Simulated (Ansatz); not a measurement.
TiO2, space group I4_1/amd:1 (No. 141), a = 3.771 Å, b = 3.771 Å, c = 9.546 Å, α = 90.00°, β = 90.00°, γ = 90.00°

```json
{"site": "Ti", "Wyckoff": "4a", "x": "0.0000", "y": "0.0000", "z": "0.0000"}
{"site": "O", "Wyckoff": "8e", "x": "0.0000", "y": "0.0000", "z": "0.2076"}
```

Origin: the geometry relaxed with DFT PBEsol, scalar-relativistic, plane waves, PAW (Ansatz).

### Describe the coordination of Ti.

TiO6: a clearly distorted octahedron (coordination number 6, S = 2.94; next best trigonal prism, S = 12.3). Bonds: 4 × Ti–O 1.93 Å and 2 × Ti–O 1.98 Å. The next neighbour, not counted, lies at 3.04 Å.

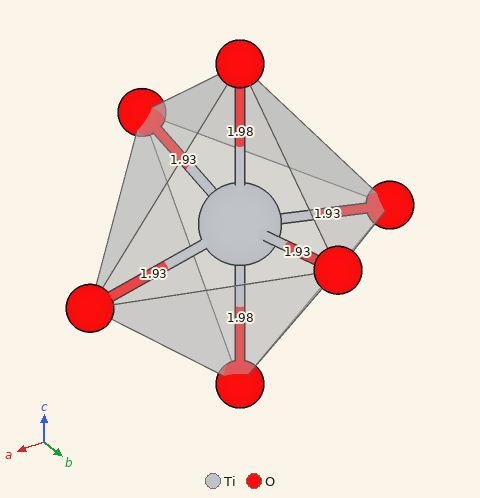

The polyhedron about Ti. Continuous shape measures are computed against ideal polyhedra (0 is ideal; above about 3 the distortion is strong).
